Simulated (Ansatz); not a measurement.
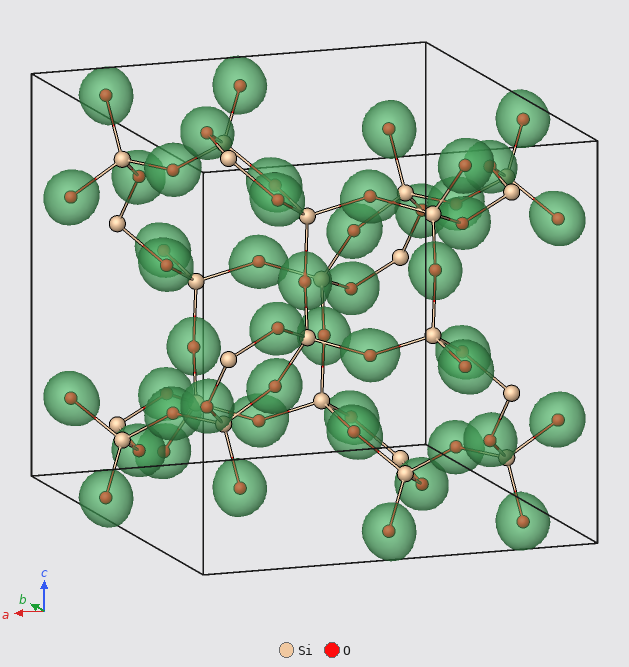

The picture shows: SiO2. Isosurface of the valence pseudo-density at 1.5 e/Å³ (green), seen at an oblique angle. Sticks mark near contacts.

Space group Cccm; a structure from a database of computed crystals, not necessarily the ambient phase; not relaxed (largest force 0.5 eV/Å); computed pressure about 3 GPa in this cell.

All numbers below come from DFT, PBE, plane-wave PAW, default files, scalar-relativistic (Ansatz 0.2.0).

The density is the valence pseudo-density of a PAW calculation; it isn't the true density close to the nuclei.

SiO2, 60 atoms, a = 10.29 Å, b = 11.99 Å, c = 10.07 Å, α = 90.00°, β = 90.00°, γ = 90.00°.

**How is the density connected at this value?**

At this value the density breaks into separate islands; it holds about 50 % of the electrons treated as valence. It bridges none of the near contacts. It is pinched off along the shortest Si–O (1.61 Å) contacts. On the grid the lowest density along these lines, outside the cores, is 1.1 e/Å³ (Si–O, 1.61 Å).

**Metal or insulator at this level of theory?**

It is gapped, with a Kohn–Sham gap of 5.8 eV on the k-point mesh (the band edges may lie off the mesh, which would make the gap smaller).
